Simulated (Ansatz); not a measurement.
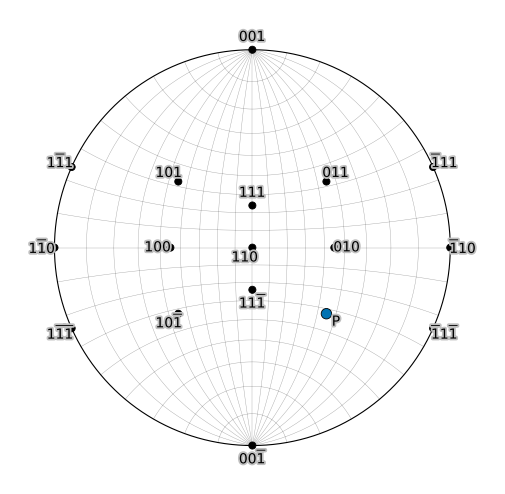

Crystal: I, the geometry relaxed with Ansatz 0.2.0, DFT PBE, scalar-relativistic, plane waves, PAW; the starting structure was generated, so it need not be a known form of this composition. Stereographic projection of plane normals (upper hemisphere) centred on (1 1 0). The drawing is computed from the coordinates (standard cell, symmetry found to 0.002 Å).

a = 3.238 Å, b = 3.238 Å, c = 5.131 Å, α = 90.00°, β = 90.00°, γ = 90.00°.

### Index the pole marked P.

P is (0 1 −1), 53.3° from the centre.

### What is the angle between the normals of (1 −1 1) and (1 1 1), and what are their d_hkl = 1/|g|?

80.4°; d = 2.091 Å and 2.091 Å.
